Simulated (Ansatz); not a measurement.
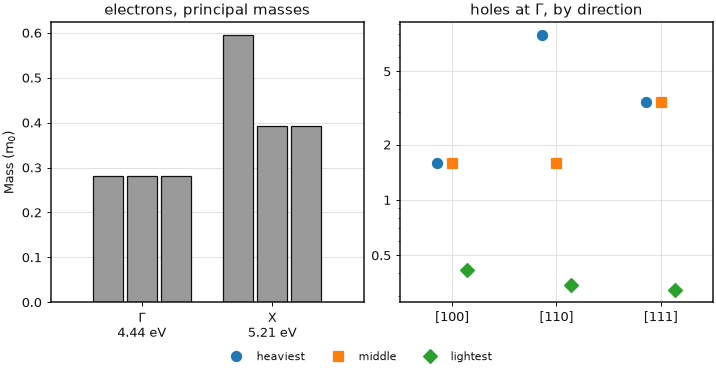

Effective masses at the band extrema of rocksalt NaI, space group Fm-3m, 2 atoms in the primitive cell, in a cell relaxed beforehand (cubic a = 6.467 Å), in units of the free-electron mass, from finite differences of the levels. Left, the three principal masses of each conduction valley, with its energy above the valence top; right, the masses of the bands that meet at the valence top.

Computed with Ansatz: r2SCAN, Ansatz PAW set, no spin polarisation, no spin-orbit coupling, 6×6×6 k mesh, 500 eV cutoff, fixed occupations.

What are the masses of the lowest valley?

Answer. It lies at Γ, 4.44 eV above the valence top, and is isotropic with m* = 0.282.

How do the hole masses depend on direction?

Answer. Along [100] 1.6, 1.6 and 0.416; along [110] 7.91, 1.6 and 0.345; along [111] 3.42, 3.42 and 0.326.

| valley | energy (eV) | valleys | m1 | m2 | m3 |
| --- | --- | --- | --- | --- | --- |
| Γ | 4.44 | 1 | 0.282 | 0.282 | 0.282 |
| X | 5.21 | 3 | 0.594 | 0.393 | 0.393 |

Spin-orbit coupling is left out, which matters for I. The PAW data sets were made with another functional. LDA, GGA and most meta-GGA functionals understate gaps. Without spin-orbit coupling the bands that meet at the top aren't the heavy and light holes of experiment. An understated gap makes light masses too light.
